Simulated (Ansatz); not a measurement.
# Geometry relaxation, with input and output: B16P17 (charge +2) (part 3 of 3)

B16P17 (defect cell, 33 atoms in the cell, total charge +2); DFT PBE, scalar-relativistic, plane waves, PAW, spin-polarised (Ansatz 0.2.0); cutoff 420 eV, 2×2×2 k-mesh, Gaussian smearing of 0.01 eV, collinear spins. The structure derives from a Materials Project entry. It belongs to a series of runs on one base structure; here: P interstitial, charge +2, atoms relaxed at the host's cell.

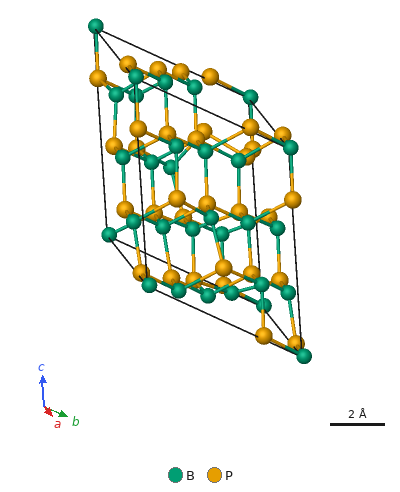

Figure 1. The geometry at step 3 of the log (ball-and-stick view of the cell of the calculation, seen slightly off an axis).

File populations.tsv, continued:
```
22	P	0_3S	-	0.558198	0.558199
22	P	1_3P	-	1.528425	1.528425
23	P	0_3S	-	0.555075	0.555075
23	P	1_3P	-	1.551300	1.551300
24	P	0_3S	-	0.558251	0.558251
24	P	1_3P	-	1.528381	1.528381
25	P	0_3S	-	0.558260	0.558260
25	P	1_3P	-	1.528367	1.528366
26	P	0_3S	-	0.603007	0.603008
26	P	1_3P	-	1.536748	1.536759
27	P	0_3S	-	0.558316	0.558316
27	P	1_3P	-	1.528415	1.528415
28	P	0_3S	-	0.559737	0.559737
28	P	1_3P	-	1.545279	1.545279
29	P	0_3S	-	0.558142	0.558142
29	P	1_3P	-	1.528417	1.528417
30	P	0_3S	-	0.558269	0.558269
30	P	1_3P	-	1.528420	1.528420
31	P	0_3S	-	0.539481	0.539481
31	P	1_3P	-	1.539518	1.539518
32	P	0_3S	-	0.603338	0.603337
32	P	1_3P	-	1.536943	1.536932
```

Trajectory as extended XYZ (Å, eV, eV/Å), 5 frames, from step=1 to step=5:
```
33
Lattice="-4.5482 -4.5482 -4.5482 -4.5482 4.5482 4.5482 4.5482 4.5482 -4.5482" Properties=species:S:1:pos:R:3:forces:R:3 step=1 energy=-15366.93651
B    -2.2618    0.0107   -2.2277   -0.4045  -0.2309  -0.2221
B    -0.0720    2.3261   -2.2494   -0.0051   0.1325  -0.0365
B     2.2799    4.5567   -2.3294   -0.0104   0.0286  -0.0136
B    -2.6111    4.3915   -2.4229    0.9507   0.7077  -0.6272
B    -4.6367    0.1076   -0.0045   -0.0949   0.0852   0.1441
B    -2.2824    2.3263   -0.0958    0.0231   0.1498   0.0181
B     0.2192    4.4293    0.0986   -0.3127   0.3213  -0.2032
B    -2.2697    2.3190   -4.5687   -0.0480  -0.0515  -0.0243
B    -0.1017    2.3243   -6.8531    0.2626  -0.1280  -0.5472
B    -0.0869    0.0085   -4.5630   -0.1180  -0.0734   0.1161
B     1.9523    2.4190   -4.4308    0.0765   0.3875  -0.9647
B    -4.2890    2.4443    2.0871   -0.3895   0.1431   0.2597
B    -6.8154    0.1069   -2.3392    0.0208   0.0561  -0.0682
B    -4.6124    2.2461   -2.3316   -0.0102  -0.0379  -0.0514
B    -0.0823   -0.0003   -0.1108    0.0493  -0.0987  -0.0006
B    -2.2907   -2.2938   -4.5571    0.0315  -0.1773  -0.0909
P    -1.2024   -1.1669   -3.3883    0.4299   0.4583  -0.2995
P     0.9899    1.1648   -3.3754   -0.0517  -0.3744   0.0539
P     3.3719    3.3927   -3.4930    0.1423   0.1386   0.1833
P    -1.1751    3.4747   -3.4107   -0.1007  -0.0939   0.0318
P    -3.5935   -0.9997   -1.1843    0.4804  -0.2310   0.5920
P    -1.1776    1.1696   -1.1729    0.1216   0.1078   0.1193
P     1.1944    3.3714   -1.1734    0.0537   0.0630  -0.2758
P    -1.1778    1.1613   -5.7201   -0.0760  -0.1137   0.1040
P    -3.5493   -3.3947   -3.5532   -0.4232   0.1070   0.5221
P    -3.5495    3.3720   -1.1706   -0.5403  -0.4411   0.6410
P    -0.2003    5.8882   -1.0230    0.0339  -0.8690   0.0521
P    -3.3439    1.1652    1.0302    0.0228  -0.3131  -0.0281
P    -1.1805    3.4741    1.0671   -0.1610  -0.0426   0.0615
P    -3.3415    1.1493   -3.3585    0.1196   0.2314   0.0742
P    -3.3332    3.5309    3.3594    0.2039   0.2970   0.0677
P    -5.7257    1.1822   -1.1724   -0.0360   0.0992  -0.0024
P    -2.1493   -3.2420   -1.3531   -0.2405  -0.2377   0.4147
33
Lattice="-4.5482 -4.5482 -4.5482 -4.5482 4.5482 4.5482 4.5482 4.5482 -4.5482" Properties=species:S:1:pos:R:3:forces:R:3 step=2 energy=-15367.07476
B    -2.2756    0.0094   -2.2371   -0.1586  -0.1143  -0.0915
B    -0.0689    2.3213   -2.2558   -0.0199   0.0994  -0.0280
B     2.2790    4.5634   -2.3292   -0.0010  -0.0139  -0.0114
B    -2.5855    4.3926   -2.4280    0.4508   0.4092  -0.3859
B    -4.6435    0.1089    0.0020   -0.0091   0.0094   0.0533
B    -2.2898    2.3235   -0.0908    0.0067   0.1007   0.0195
B     0.2123    4.4152    0.0991   -0.1983   0.2378  -0.1202
B    -2.2772    2.3161   -4.5792    0.0050   0.0045   0.0138
B    -0.0893    2.3337   -6.8584    0.1033  -0.1705  -0.2558
B    -0.0823    0.0209   -4.5719   -0.0849  -0.1102   0.0958
B     1.9720    2.4301   -4.4411    0.0149   0.3040  -0.5966
B    -4.3123    2.4466    2.1022   -0.2303   0.1778   0.1953
B    -6.8131    0.1140   -2.3404   -0.0316  -0.0401  -0.0591
B    -4.6140    2.2450   -2.3317   -0.0143   0.0273  -0.0389
B    -0.0771    0.0084   -0.1064    0.0143  -0.0808   0.0148
B    -2.2942   -2.2947   -4.5524    0.0704  -0.0685  -0.0921
P    -1.1932   -1.1423   -3.4069    0.1578   0.1521  -0.0703
P     1.0008    1.1665   -3.3854   -0.0634  -0.2115   0.1154
P     3.3824    3.4060   -3.4844    0.0399   0.0246   0.0503
P    -1.1743    3.4590   -3.4196   -0.0681   0.0383   0.0521
P    -3.5804   -1.0019   -1.1632    0.2586  -0.0982   0.2117
P    -1.1813    1.1696   -1.1743    0.0917   0.0848   0.0819
P     1.1968    3.3689   -1.1826    0.0461  -0.0318  -0.0948
P    -1.1751    1.1681   -5.7272   -0.0863  -0.0609   0.0950
P    -3.5535   -3.3916   -3.5311   -0.1688   0.1303   0.1822
P    -3.5552    3.3678   -1.1664   -0.2580  -0.2612   0.3327
P    -0.2026    5.8415   -1.0380    0.1280  -0.4523  -0.0582
P    -3.3568    1.1657    1.0396    0.0650  -0.1970  -0.0716
P    -1.1908    3.4698    1.0717    0.0160  -0.0098   0.0273
P    -3.3485    1.1530   -3.3664    0.0703   0.1446   0.0931
P    -3.3335    3.5414    3.3587    0.0920   0.1092   0.0837
P    -5.7278    1.1873   -1.1689   -0.0246  -0.0054   0.0033
P    -2.1519   -3.2680   -1.3268   -0.2136  -0.1276   0.2531
33
Lattice="-4.5482 -4.5482 -4.5482 -4.5482 4.5482 4.5482 4.5482 4.5482 -4.5482" Properties=species:S:1:pos:R:3:forces:R:3 step=3 energy=-15367.19566
B    -2.2856    0.0140   -2.2486    0.0074   0.0211   0.0235
B    -0.0706    2.3360   -2.2474   -0.0194  -0.0253   0.0112
B     2.2806    4.5688   -2.3266   -0.0136  -0.0129   0.0059
B    -2.5802    4.4366   -2.4442    0.0200   0.0709  -0.0489
B    -4.6308    0.1075   -0.0023   -0.0079  -0.0298  -0.0026
B    -2.2860    2.3385   -0.0982    0.0338  -0.0380  -0.0039
B     0.2213    4.4302    0.0979   -0.0293   0.1168   0.0800
B    -2.2699    2.3299   -4.5672   -0.0140   0.0030  -0.0066
B    -0.0844    2.3272   -6.8706   -0.0083   0.0208  -0.0129
B    -0.0907    0.0195   -4.5613    0.0291  -0.0099  -0.0408
B     1.9698    2.4656   -4.4507    0.0302  -0.1117   0.0861
B    -4.3284    2.4590    2.1116   -0.0170  -0.1185  -0.0698
B    -6.8232    0.1041   -2.3411   -0.0009  -0.0310  -0.0096
B    -4.6259    2.2458   -2.3373   -0.0096   0.0205  -0.0295
B    -0.0760    0.0100   -0.0992    0.0001   0.0440  -0.0289
B    -2.2781   -2.3057   -4.5539    0.0115   0.0368  -0.0170
P    -1.1923   -1.1355   -3.4079    0.0046   0.0558  -0.0194
P     0.9937    1.1725   -3.3710   -0.0647   0.0132  -0.0173
P     3.3818    3.4151   -3.4811    0.0036   0.0600   0.0146
P    -1.1688    3.4799   -3.4088    0.0293  -0.0302  -0.0478
P    -3.5686   -1.0045   -1.1708   -0.0105  -0.0568  -0.0599
P    -1.1798    1.1748   -1.1730    0.0026   0.0061  -0.0077
P     1.2135    3.3595   -1.1765   -0.0293   0.0275  -0.0148
P    -1.1782    1.1734   -5.7186    0.0009   0.0152   0.0114
P    -3.5587   -3.3741   -3.5277   -0.0779  -0.0286   0.0032
P    -3.5693    3.3661   -1.1681    0.0394   0.0053   0.0497
P    -0.1992    5.7096   -1.1749   -0.0142   0.0469  -0.0002
P    -3.3492    1.1734    1.0269    0.0661   0.0475  -0.0258
P    -1.1862    3.4765    1.0672   -0.0495  -0.0252   0.0355
P    -3.3498    1.1767   -3.3707    0.0611  -0.0180  -0.0198
P    -3.3377    3.5363    3.3761   -0.0058  -0.0223   0.0653
P    -5.7264    1.1751   -1.1738   -0.0050  -0.0052   0.0365
P    -2.1713   -3.3466   -1.1985    0.0368  -0.0482   0.0602
33
Lattice="-4.5482 -4.5482 -4.5482 -4.5482 4.5482 4.5482 4.5482 4.5482 -4.5482" Properties=species:S:1:pos:R:3:forces:R:3 step=4 energy=-15367.20391
B    -2.2816    0.0114   -2.2465   -0.0003  -0.0026   0.0036
B    -0.0760    2.3385   -2.2455   -0.0058  -0.0034  -0.0042
B     2.2770    4.5705   -2.3260   -0.0010  -0.0025  -0.0005
B    -2.5756    4.4439   -2.4523    0.0006  -0.0024   0.0047
B    -4.6253    0.1009   -0.0099    0.0009  -0.0009   0.0063
B    -2.2814    2.3384   -0.1001   -0.0034  -0.0034   0.0040
B     0.2168    4.4445    0.1060    0.0021  -0.0015  -0.0032
B    -2.2707    2.3278   -4.5672   -0.0049  -0.0003  -0.0028
B    -0.0878    2.3279   -6.8746    0.0092  -0.0063   0.0042
B    -0.0866    0.0220   -4.5674   -0.0024  -0.0032  -0.0022
B     1.9729    2.4545   -4.4414   -0.0057  -0.0043  -0.0060
B    -4.3304    2.4537    2.0968   -0.0021   0.0025  -0.0043
B    -6.8291    0.1014   -2.3358   -0.0007  -0.0022  -0.0038
B    -4.6252    2.2481   -2.3363   -0.0006   0.0031   0.0003
B    -0.0770    0.0115   -0.0996    0.0057  -0.0031   0.0015
B    -2.2810   -2.2997   -4.5573   -0.0003   0.0022   0.0027
P    -1.1908   -1.1297   -3.4156    0.0028  -0.0061  -0.0025
P     0.9866    1.1725   -3.3646   -0.0063   0.0043  -0.0024
P     3.3811    3.4188   -3.4774    0.0021  -0.0044  -0.0019
P    -1.1667    3.4791   -3.4157    0.0010   0.0104  -0.0013
P    -3.5627   -1.0183   -1.1758    0.0043   0.0095   0.0065
P    -1.1791    1.1747   -1.1732   -0.0003   0.0040   0.0024
P     1.2046    3.3678   -1.1749   -0.0029  -0.0003   0.0023
P    -1.1791    1.1748   -5.7205   -0.0002   0.0022  -0.0051
P    -3.5623   -3.3710   -3.5287   -0.0054   0.0034  -0.0038
P    -3.5626    3.3673   -1.1706    0.0017   0.0006  -0.0014
P    -0.1950    5.7230   -1.1733   -0.0010  -0.0034   0.0020
P    -3.3446    1.1723    1.0186    0.0101   0.0030   0.0134
P    -1.1914    3.4794    1.0703    0.0021   0.0081  -0.0016
P    -3.3444    1.1772   -3.3654    0.0016   0.0008   0.0010
P    -3.3434    3.5306    3.3783   -0.0057  -0.0029  -0.0024
P    -5.7272    1.1750   -1.1724   -0.0005  -0.0023  -0.0054
P    -2.1662   -3.3735   -1.1724    0.0053   0.0012  -0.0001
33
Lattice="-4.5482 -4.5482 -4.5482 -4.5482 4.5482 4.5482 4.5482 4.5482 -4.5482" Properties=species:S:1:pos:R:3:forces:R:3 step=5 energy=-15367.20391
B    -2.2816    0.0114   -2.2465   -0.0002  -0.0026   0.0036
B    -0.0760    2.3385   -2.2455   -0.0058  -0.0034  -0.0042
B     2.2770    4.5705   -2.3260   -0.0010  -0.0025  -0.0005
B    -2.5756    4.4439   -2.4523    0.0006  -0.0024   0.0047
B    -4.6253    0.1009   -0.0099    0.0009  -0.0009   0.0063
B    -2.2814    2.3384   -0.1001   -0.0034  -0.0034   0.0040
B     0.2168    4.4445    0.1060    0.0021  -0.0014  -0.0032
B    -2.2707    2.3278   -4.5672   -0.0049  -0.0003  -0.0028
B    -0.0878    2.3279   -6.8746    0.0092  -0.0063   0.0042
B    -0.0866    0.0220   -4.5674   -0.0024  -0.0032  -0.0022
B     1.9729    2.4545   -4.4414   -0.0057  -0.0043  -0.0060
B    -4.3304    2.4537    2.0968   -0.0021   0.0025  -0.0042
B    -6.8291    0.1014   -2.3358   -0.0007  -0.0022  -0.0038
B    -4.6252    2.2481   -2.3363   -0.0006   0.0031   0.0003
B    -0.0770    0.0115   -0.0996    0.0057  -0.0032   0.0015
B    -2.2810   -2.2997   -4.5573   -0.0003   0.0022   0.0027
P    -1.1908   -1.1297   -3.4156    0.0028  -0.0061  -0.0025
P     0.9866    1.1725   -3.3646   -0.0063   0.0043  -0.0024
P     3.3811    3.4188   -3.4774    0.0021  -0.0044  -0.0019
P    -1.1667    3.4791   -3.4157    0.0010   0.0104  -0.0013
P    -3.5627   -1.0183   -1.1758    0.0043   0.0095   0.0065
P    -1.1791    1.1747   -1.1732   -0.0003   0.0039   0.0024
P     1.2046    3.3678   -1.1749   -0.0029  -0.0003   0.0023
P    -1.1791    1.1748   -5.7205   -0.0002   0.0022  -0.0051
P    -3.5623   -3.3710   -3.5287   -0.0054   0.0034  -0.0038
P    -3.5626    3.3673   -1.1706    0.0017   0.0006  -0.0014
P    -0.1950    5.7230   -1.1733   -0.0011  -0.0034   0.0020
P    -3.3446    1.1723    1.0186    0.0101   0.0030   0.0134
P    -1.1914    3.4794    1.0703    0.0021   0.0081  -0.0016
P    -3.3444    1.1772   -3.3654    0.0016   0.0008   0.0010
P    -3.3434    3.5306    3.3783   -0.0057  -0.0029  -0.0024
P    -5.7272    1.1750   -1.1724   -0.0005  -0.0023  -0.0054
P    -2.1662   -3.3735   -1.1724    0.0053   0.0012  -0.0001
```

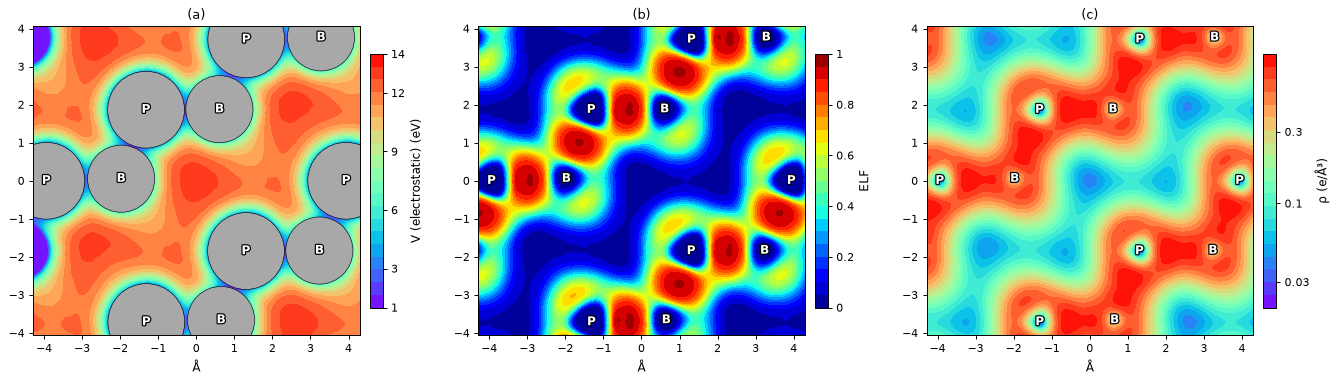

Figure 2. (a) electrostatic potential (local pseudopotential plus Hartree) felt by an electron; (b) electron localisation function; (c) valence pseudo-density on the (11̄0) plane of the calculation cell. Grey discs, where drawn, cover atomic cores. Atoms in the plane: B and P. B–P (1.93 Å): ρ is about 0.93 e/Å³ halfway; the ELF peaks at about 0.95 between the atoms (a covalent bond). B–P (1.96 Å): the density is about 0.89 e/Å³ at the midpoint; the ELF peaks at about 0.95 between the atoms, which marks localised, shared-pair bonding. Away from the nuclei the density in this plane falls to 0.04 e/Å³ at its lowest. Outside the cores the potential energy rises away from the atoms and is highest about 1.9 Å from the nearest atoms; outside the discs it spans about 12 eV, and its zero is arbitrary. In a PAW calculation such maps are meaningful between the atoms, not at the nuclei.

Summary:

- outcome: converged
- electrons treated: 131
- free energy: −15367.2039 eV
- Fermi energy: 9.539 eV
- gap on the k-point mesh: 0.28 eV
- net moment of the cell: 0.00 μB
- integrated absolute moment: 0.00 μB
- final volume: 376.34 Å³
- largest force (length of the vector) at the end: 0.017 eV/Å
- hardware: 4 threads of Intel Xeon (Granite Rapids), 32 GiB of memory available, shared host
- wall time: 49 s (CPU time 3.1 min)
- peak memory: 1.2 GiB

Remarks:

The program warns: some starting moments were not kept. The cell is charged and computed with a neutralising background, so its energy and pressure depend on the cell and aren't those of a real crystal. So coarse a mesh can miss the band edges, so the true gap of this method can be much smaller, or zero. The k-point mesh is coarse for a cell of this size, so the results may not be converged.
